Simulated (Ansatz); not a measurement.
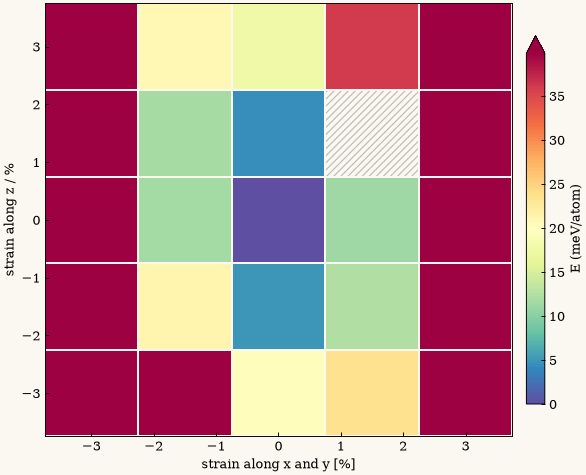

Energy landscape of HfN (P6_3/mmc, No. 194; 4 atoms in the cell). 
- The cell is strained homogeneously, by one strain along x and y and another along z, with fractional coordinates fixed (x along [1 0 0], z along [0 0 1] of the conventional cell).
- Coordinates scanned: (1) strain along x and y; (2) strain along z.
- The scan uses a 5 × 5 grid. At 1 point there is no value.
- Points are written as (first, second).
- Energies are in meV/atom, from the lowest grid point.
- Theory: Ansatz, DFT r2SCAN, scalar-relativistic, plane waves, PAW. Settings: cutoff 500 eV, k-mesh 18×18×10 in the order of the run's cell vectors, gaussian smearing 0.15 eV, no spin polarisation.

The picture shows one coloured cell a grid point, one colour for all values above the top of the scale, hatched blanks where no value was computed. 

> What does the map say about the system?

The lowest grid point is at (0.0 %, 0.0 %). It is the only kind of minimum in the scanned range. The highest grid point, (−3.0 %, −3.0 %), lies 89 meV/atom above the lowest. Round the minimum the valley is somewhat tilted: raising strain along x and y shifts the best value of strain along z downwards (coupling k₁₂/√(k₁₁k₂₂) about 0.3).

The values on the grid:

| strain along z ↓, strain along x and y → | −3.0 | −1.5 | 0.0 | 1.5 | 3.0 |
| --- | --- | --- | --- | --- | --- |
| 3.0 | 48 | 21 | 18 | 36 | 74 |
| 1.5 | 43 | 12 | 4 | – | 55 |
| 0.0 | 48 | 12 | 0 | 11 | 44 |
| −1.5 | 63 | 21 | 5 | 12 | 41 |
| −3.0 | 89 | 41 | 20 | 24 | 49 |
